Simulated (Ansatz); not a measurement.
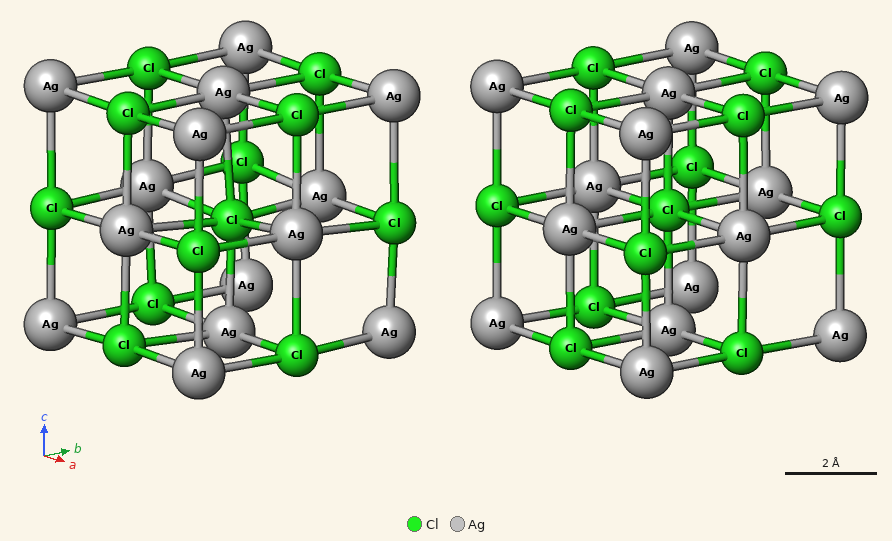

Two geometries of a defect cell of composition Cl31Ag32 (cell charge +1), drawn at one scale. One is the start of a relaxation, the other its converged end. The picture is a ball-and-stick view of the atoms within 5.0 Å of the atom that moves most (axes of the cell of the calculation (origin shifted)), seen from a free direction.

The calculation used DFT, PBEsol, PAW, plane waves in Ansatz. Settings: plane-wave cutoff 420 eV; k-point mesh 1 × 1 × 1; mesh shifted by (0.25, 0.25, 0.25); no spin polarisation; atoms relaxed in a fixed cell; force threshold 0.03 eV/Å; at most 80 steps.

**Which of the two is the end point?**

The left one is the relaxed one. The atoms of the start lie slightly off their symmetric places, so part of the fall in energy undoes that. After 4 geometry steps the energy has fallen by 0.403 eV per cell of the calculation. The largest force component goes from 0.37 to 0.026 eV/Å. The atom that moves furthest is a Cl atom (0.38 Å along [0 1 −1]). Largest moves by element: Cl 0.38 Å, Ag 0.16 Å. The lattice vectors keep their values. Some distances before and after: Ag–Cl 2.686 → 2.979 Å, Ag–Cl 2.743 → 2.519 Å, Ag–Cl 2.753 → 2.974 Å, Ag–Cl 2.691 → 2.905 Å. Among the angles between lasting bonds that change: Ag–Cl–Ag 179.3° → 162.9°, Ag–Cl–Ag 90.2° → 80.8°, Ag–Cl–Ag 89.3° → 97.1°. Cost: 5.6 s on 1 × NVIDIA GB200 with 8 threads of Arm Neoverse-V2, peak memory 2 GiB.

Limits of the set-up: the cell is charged, on a uniform background, and energies carry no finite-size correction.
